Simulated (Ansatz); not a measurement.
**Run report: Cu2Ni3, band-structure calculation**

The run: band-structure calculation of Cu2Ni3 (R-3m, 5 atoms in the cell). Method and program: DFT PBE, scalar-relativistic, plane waves, PAW, spin-polarised (Ansatz 0.2.0).

The structure was made by a generator, so it may or may not be a known phase. Figures and captions count atoms from 1; the log counts them from 0 in places.

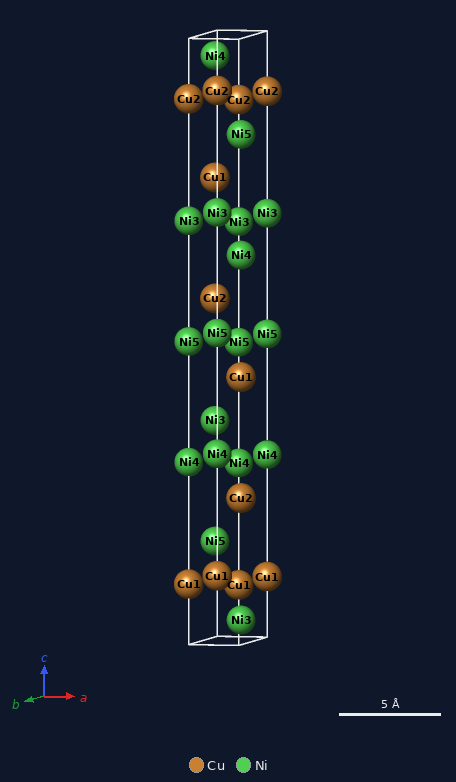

*The structure as given in the input (spheres-only view of the cell 3 times as large as that of the calculation, set on its symmetry axes, seen at an oblique angle; atoms are numbered from 1 in the order of the input). An atom can appear more than once, as a periodic image.*

Input file:
```yaml
crystal:
  lattice:
    - [1.2544400745, 0.7242513147, 10.3139612]
    - [-1.2544400745, 0.7242513147, 10.3139612]
    - [0.0, -1.4485026294, 10.3139612]
  atoms:
    - { symbol: Cu, position: [0.099752, 0.099752, 0.099752] }
    - { symbol: Cu, position: [0.900248, 0.900248, 0.900248] }
    - { symbol: Ni, position: [0.699066, 0.699066, 0.699066], spin: 0.56 }
    - { symbol: Ni, position: [0.300934, 0.300934, 0.300934], spin: 0.56 }
    - { symbol: Ni, position: [0.5, 0.5, 0.5], spin: 0.26 }
basis:
  ecutwfc: 420
kpoints:
  mp_grid: { grid: [18, 18, 18] }
  band_path:
    path:
      - [[0.0, 0.0, 0.0], [0.5, 0.5, 0.5], [0.83004606, 0.16995394, 0.5]]
      - [[0.5, -0.16995394, 0.16995394], [0.5, 0.0, 0.0], [0.0, 0.0, 0.0], [0.33497697, -0.33497697, 0.0]]
      - [[0.66502303, 0.0, 0.33497697], [0.5, 0.0, 0.5], [0.0, 0.0, 0.0]]
    npoints: 14
hamiltonian:
  xc: pbe
scf:
  occupations: { method: gaussian, width: 0.1 }
  n_extra_bands: 12
output:
  forces: true
  stress: true
  eigenvalues: true
  populations: true
  dos: { projected: true, de: 0.02, nscf_kmesh: { grid: [22, 22, 22] } }
  bader: true
  write_density: true
  write_potential: true
  elf: true
  volumetric_format: npy
magnetization:
  spin_polarized: true
checkpoint:
  read: start.run
  write: ck
  compress: false
  write_wavefunctions: false
  write_every: 100000
```

Machine: 4 threads of Arm Neoverse V1, 24 GiB of memory available, shared host.

Launch command:
```bash
ansatz run input.yaml --threads 4 --pin off --max-ram 8192MiB --backend cpu --events-out ev --progress --plain --runs-dir out
```

What the program printed:
```
Warning: checkpoint.read: spin seed differs: saved 8ccf870d3192…, current 7acc191b313e…; the loaded state replaces the seed-built initial guess (but the starting_ns of a DFT+U solve that opens without the state's occupation matrices), so the run may converge into the producing seed's basin, or, where the symmetry group that follows from this deck's starting moments and starting_ns does not hold the saved magnetisation, lose that magnetisation at its first build. Where atoms have moved since the state was saved, this difference can also decide whether moments are moved with them. A self-consistent run of this deck without the state starts from its starting moments and, under a DFT+U term, its starting_ns
Warning: checkpoint.read: basis.fft_grid_basis: the saved state records [[1, 0, -1], [0, 1, -1], [0, 0, 1]]; without it this run's FFT boxes would lie on [[1, -1, 0], [0, 1, 0], [0, -1, 1]]; this run lays them on the saved basis, on which the saved density and orbitals are stored
scf.n_extra_bands = 12 over 46 filled bands (N_el = 92.0): the run solves 58 bands
Engine: ansatz 0.2.0, aarch64-unknown-linux-gnu
Pseudopotentials: kind: paw
Pseudopotential: Cu, paw, valence charge 19, recommended cutoff 420 eV (normal), Cu.paw.azcp
Pseudopotential: Ni, paw, valence charge 18, recommended cutoff 420 eV (normal), Ni.paw.azcp
Functional definition: PBE
  parameter kappa = 0.804
  parameter beta = 0.06672455060314922
  exchange = pbe_x(kappa = kappa, mu = beta*pi^2/3)
  correlation = pbe_c(beta = beta)
Crystal: 5 atoms, lattice volume = 56.223 Å³
Basis set: ecut = 420 eV, 1109 PW (Γ), FFT grids on a1−a3, a2−a3, a3, exchange–correlation on 36×36×144 points (8 copies of the dense FFT grid, shifted against one another)
Bands: 58, of which v1, the nominal top of the filled ones, is band 46 counted from 1 (45 counted from 0)
Symmetry: 12 space group operations
Space group: R-3m (ITA 166), of the structure as read, at distance tolerance 3.8e-5 Å
Magnetic group: BNS 166.97 (UNI 1327), of the structure as read, at distance tolerance 3.8e-5 Å
k-points: 580 of 5832
Non-local potential: Cu, projectors of the file, l = 0: 3, l = 1: 2, l = 2: 3, l = 3: 1
Non-local potential: Ni, projectors of the file, l = 0: 3, l = 1: 2, l = 2: 3, l = 3: 1
PAW form: soft (Blöchl's): semilocal exchange-correlation on the pseudo side does not see the compensation charge
PAW one-centre angular grid: Cu, 590 points (default); XC on 64 Gauss nodes
PAW one-centre angular grid: Ni, 590 points (default); XC on 64 Gauss nodes
Initial density: read from a saved state, or passed on in memory by an earlier SCF of this step, an earlier step, the calling program or the single point that the run made first
Stability of the state it starts from, as read at its close in the collinear treatment: not read negative (Ritz values of 1 − χ₀K, real part plus size of imaginary part, from 0.46 to 3.6, by its mixing steps under the symmetry group of the SCF that read it); its run was given moments
Starting moments: Σ|m| = 1.38 μB on 3 of 5 sites; this step starts from the density that it was given
Initial wavefunctions: pseudopotential atomic-orbital guess
Functional: x = pbe(κ = 0.804, μ = 0.2195149727645171), c = pbe(β = 0.06672455060314922)
iter 1 solved again at ethr=7.03e-9 eV; its pass at ethr=3.10e-3 eV (dr2=6.47e-6 eV) is discarded
SCF iter   1: F=—  HF=-30769.428309 eV  |F-HF|=—  |Δ(HF+E_count)|=         —  Δρ=3.70e-7 (↑3.23e-7 ↓3.70e-7)  dr2=1.64e-10  dr2_m=1.38e-12  M=1.171 μB ∫|m|=1.401 μB  β_m=0.30  ethr=7.03e-9  ⟨swp⟩=4.0  Hψ=414880  notcnv=0
preconditioner: auto → Kerker (q_TF=auto, 2.962 Å⁻¹)  [metal: Δε(μ)=0.000 eV  Ē_g=10.635 eV  σ=0.100 eV  W_gap=0.00  n_scr=20 (ndim 8)  ℏωp=35.7 eV  f_vac=0.000  D(μ)=6.20/eV (n_scr^D=80)]
spin=Collinear: Kerker preconditioning applied to the charge; magnetization (m = ρ↑ − ρ↓) channel mixes plain (no charge-response kernel on spin).
SCF iter   2: F=-30769.428309 eV  HF=-30769.428309 eV  |F-HF|=2.33e-10  |Δ(HF+E_count)|=   3.27e-9  Δρ=4.10e-7 (↑3.44e-7 ↓4.10e-7)  dr2=2.18e-10  dr2_m=7.35e-13  M=1.171 μB ∫|m|=1.401 μB  ethr=1.00e-12  ⟨swp⟩=10.7  Hψ=422348  notcnv=0
SCF 1 converged in 2 iterations: F = -30769.428309 eV  dr2 = 2.18e-10
  greatest PAW one-centre occupation: 1.001 electrons in one spin orbital (limit 2), on the Ni atom at site 3 (counted from 0), in its partial waves of l = 1
NSCF: frozen V_eff on 101 k-points
NSCF: frozen V_eff on 1024 k-points
SCF converged after 2 iterations
Magnetization: 1.1708 μB (46.5854 up, 45.4146 down)
Absolute magnetization: 1.4086 μB (∫|ρ↑−ρ↓|, with the PAW one-centre terms)
Spin contamination: 0.0267 ħ² per cell (⟨S²⟩ above its minimum at these occupations)
Per-site moments (μB) at R_I (Å): [(-0.00023906782250907266, 1.0349130614661939), (-0.00023906782250954445, 1.0349130614661939), (0.512527323495936, 1.0203148935863884), (0.5125273234959359, 1.0203148935863884), (0.2339223366044294, 1.0349130614661939)]
Free energy (F): -30769.428309 eV
Harris-Foulkes:  -30769.428309 eV  (|F-HF|=2.33e-10)
Internal energy: -30769.397305 eV  (E = F + TS)
E sigma→0 (E₀):  -30769.412807 eV
Entropy (-TS):   -0.031004 eV (-6.201 meV/atom)
Fermi energy:    17.424403 eV
--- Per-component energies (eV) ---
  E_band       = -1567.959706
  E_kinetic    = 1447.269303
  E_local      = -18414.530908  (includes V_loc(G=0)·N_el)
  E_nonlocal   = 2688.105277
  E_hartree    = 7875.989030
  E_xc         = -433.413755
  E_vxc        = -559.059742  (∫ρ·V_xc dr)
  E_paw        = -8216.182695  (= ΣΔE_a)
  E_vpaw       = -2481.725058  (= ΣTr[D̂ρ^β])
  E_aug_tail   = 0.001722  (compensation charges beyond the density's cutoff)
  E_ewald      = -15716.635278
  E_smearing   = -0.031004  (= −TS)
  E_closure    = -0.000000  (closes the sum)
  Σ components = -30769.428309   (vs F -30769.428309, Δ=0.00e0)
--- Forces (eV/Å), atoms counted from 1 ---
  atom   1  Cu    -0.00000000    -0.00000000    -0.00123086
  atom   2  Cu    -0.00000000     0.00000000     0.00123086
  atom   3  Ni     0.00000000     0.00000000     0.00307174
  atom   4  Ni     0.00000000    -0.00000000    -0.00307174
  atom   5  Ni     0.00000000     0.00000000     0.00000000
  max |Σ_I F_I| component: 1.45e-18 eV/Å
--- Stress (GPa, compression-positive) ---
       -0.017922      -0.000000       0.000000
        0.000000      -0.017922      -0.000000
        0.000000      -0.000000      -0.009995
  P = ⅓ Tr σ = -0.0153 GPa (-0.153 kbar)
--- Band table (eV; the first three rows and the last of 1160) ---
  k-point 0 ↑: bands = ["-95.0227", "-95.0227", "-85.9212", "-85.9031", "-85.5451", "-52.3961", "-52.3957", "-52.3355", "-52.3355", "-52.3355", "-52.3355", "-46.2723", "-46.2723", "-46.2633", "-46.2547", "-46.2547", "-46.1482", "-45.9374", "-45.9374", "-45.7781", "8.3361", "9.6269", "9.9451", "12.3895", "12.4579", "14.4489", "14.6305", "14.6305", "14.6703", "14.6703", "14.9347", "15.1177", "15.1177", "15.1496", "15.2335", "15.2335", "15.5191", "15.5191", "15.6057", "15.6057", "15.6960", "15.9020", "15.9627", "15.9627", "16.4092", "16.4092", "16.8609", "16.8609", "16.9693", "16.9693", "24.3780", "24.6585", "33.3858", "33.5675", "39.5877", "39.6542", "40.7231", "41.1715"]
  k-point 1 ↑: bands = ["-95.0223", "-95.0223", "-85.9205", "-85.9026", "-85.5445", "-52.3957", "-52.3954", "-52.3385", "-52.3385", "-52.3362", "-52.3362", "-46.2771", "-46.2737", "-46.2665", "-46.2557", "-46.2548", "-46.1481", "-45.9420", "-45.9385", "-45.7775", "8.4416", "9.7176", "10.0504", "12.4563", "12.5366", "14.4348", "14.6062", "14.6229", "14.6672", "14.7079", "14.9390", "15.0245", "15.0388", "15.1329", "15.2583", "15.3032", "15.3894", "15.5225", "15.5426", "15.6128", "15.6497", "15.8418", "15.9864", "16.0353", "16.4035", "16.4415", "16.8509", "16.9754", "17.0942", "17.1391", "24.3908", "24.7714", "33.3493", "33.7636", "38.2696", "39.0164", "39.1146", "39.7669"]
  k-point 2 ↑: bands = ["-95.0213", "-95.0213", "-85.9184", "-85.9012", "-85.5427", "-52.3946", "-52.3943", "-52.3474", "-52.3474", "-52.3385", "-52.3384", "-46.2908", "-46.2786", "-46.2775", "-46.2584", "-46.2519", "-46.1482", "-45.9554", "-45.9418", "-45.7758", "8.7547", "9.9869", "10.3569", "12.6538", "12.7512", "14.3834", "14.5037", "14.5462", "14.7611", "14.7733", "14.8154", "14.8171", "14.9609", "15.1692", "15.2161", "15.2998", "15.3306", "15.3574", "15.5879", "15.5903", "15.6853", "15.8661", "16.0330", "16.0635", "16.3878", "16.5164", "16.8309", "16.9852", "17.5559", "17.6128", "24.4706", "25.0780", "33.4031", "34.1589", "35.6637", "36.3885", "37.4256", "38.2321"]
  k-point 579 ↓: bands = ["-95.0117", "-95.0117", "-85.2844", "-85.2658", "-85.2543", "-52.3794", "-52.3790", "-52.3281", "-52.3281", "-52.3281", "-52.3281", "-45.7083", "-45.6181", "-45.6181", "-45.6115", "-45.6115", "-45.6000", "-45.6000", "-45.5903", "-45.5787", "8.6512", "8.7164", "11.1355", "11.4769", "12.7715", "14.4196", "14.6398", "14.6398", "14.6760", "14.6760", "14.9337", "15.3031", "15.3031", "15.4204", "15.4204", "15.4564", "15.7216", "15.9035", "15.9035", "16.1112", "16.1112", "16.1785", "16.1785", "16.8418", "16.8616", "16.8616", "17.1254", "17.1254", "17.3960", "17.3960", "22.5745", "28.4195", "28.9818", "38.3864", "38.5896", "39.2611", "40.2491", "40.3825"]
--- Löwdin populations: 5 sites ---
  site symbol       q [e]    m [muB]
     0     Cu     18.7643     0.0039
     1     Cu     18.7643     0.0039
     2     Ni     17.8069     0.5044
     3     Ni     17.8069     0.5044
     4     Ni     17.8633     0.2260
  spilling = 0.010807 (of n_electrons = 92.000000)
--- Bader charges: 5 sites ---
  site symbol  charge [e]  shift [e]    m [muB]
     0     Cu      0.0365     0.0002    -0.0118
     1     Cu      0.0365     0.0002    -0.0118
     2     Ni     -0.0136     0.0001     0.4862
     3     Ni     -0.0136     0.0001     0.4862
     4     Ni     -0.0458     0.0003     0.2221
  estimated error of the sums over rays = 1.3e-4 e
```

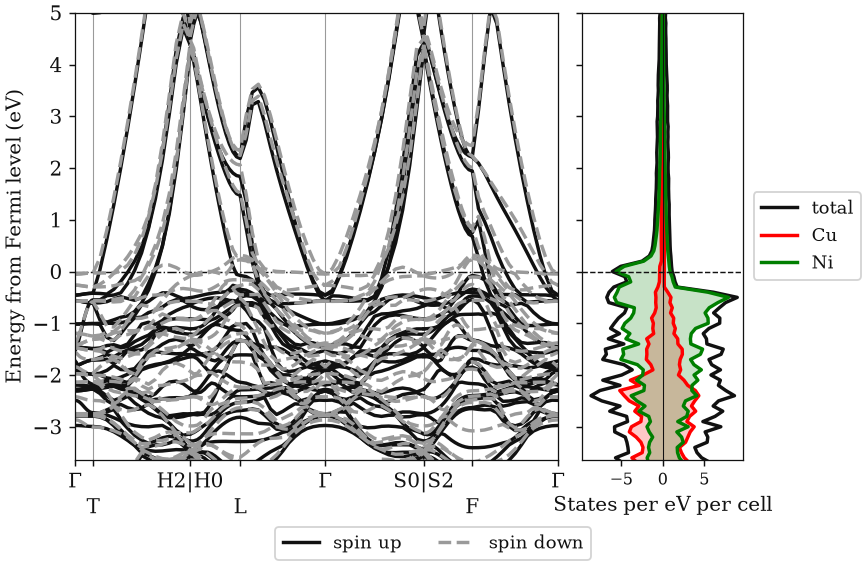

*Band structure along Γ–T–H2|H0–L–Γ–S0|S2–F–Γ and density of states (projected on Löwdin-orthogonalised atomic shells), with energies from the Fermi level.*

Bands cross the Fermi level: a metal at this level of theory.

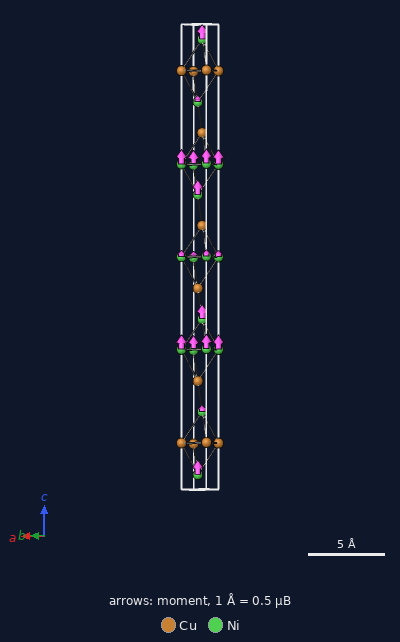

*Magnetic moments of the sites as pink arrows (ball-and-stick view of the cell 3 times as large as that of the calculation, set on its symmetry axes, seen at an oblique angle); small moments hardly show. The run is collinear, so the axis drawn is arbitrary.*

Site moments: Ni3, Ni4 (0.51 μB); Ni5 (0.23 μB). They are counted near the atoms and needn't add up to the moment of the cell. Atoms are counted from 1 in the order of the input.

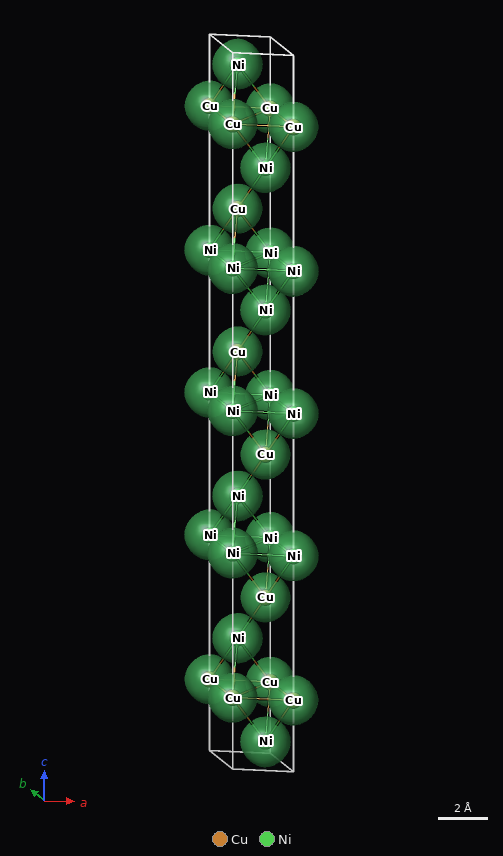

*Isosurface of the valence charge density (pseudo) at 0.4 e/Å³ (green), seen at an oblique angle. Sticks mark near contacts. The outline is the cell set on symmetry axes.*

At this value the density breaks into separate islands; it holds about 90 % of the electrons treated as valence (semicore included). It is pinched off along the Ni–Ni (2.47 Å), Cu–Cu (2.51 Å) and Cu–Ni (2.53 Å) contacts. On the grid the lowest density along these lines, outside the cores, is 0.32 e/Å³ (Ni–Ni, 2.47 Å), 0.29 e/Å³ (Cu–Cu, 2.51 Å) and 0.29 e/Å³ (Cu–Ni, 2.53 Å). In a PAW calculation such maps are meaningful between the atoms, not at the nuclei.

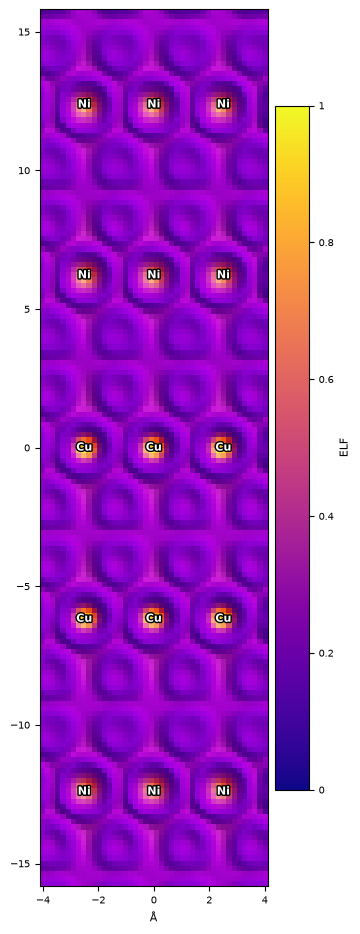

*ELF on the (100) plane of the conventional cell.*

Cu–Cu (2.51 Å): the ELF is about 0.20 at the midpoint (no localised pair between them). The strong features right at Cu and Ni lie inside the PAW spheres (semicore, d or f shells) and say nothing about bonding.

Key numbers:

| quantity | value |
| --- | --- |
| outcome | converged |
| space group (tolerance 0.01 Å) | R-3m (166) |
| electrons treated | 92 |
| free energy | −30769.4283 eV |
| Fermi energy | 17.424 eV |
| gap on the k-point mesh | none (metallic) |
| net moment of the cell | 1.17 μB |
| integrated absolute moment | 1.41 μB |
| pressure | −0.02 GPa |
| largest force (length of the vector) | 0.003 eV/Å |
| wall time | 2.9 min (CPU time 12 min) |
| peak memory | 2.7 GiB |

Notes:

The program warns: the state was not tested for a lower one.
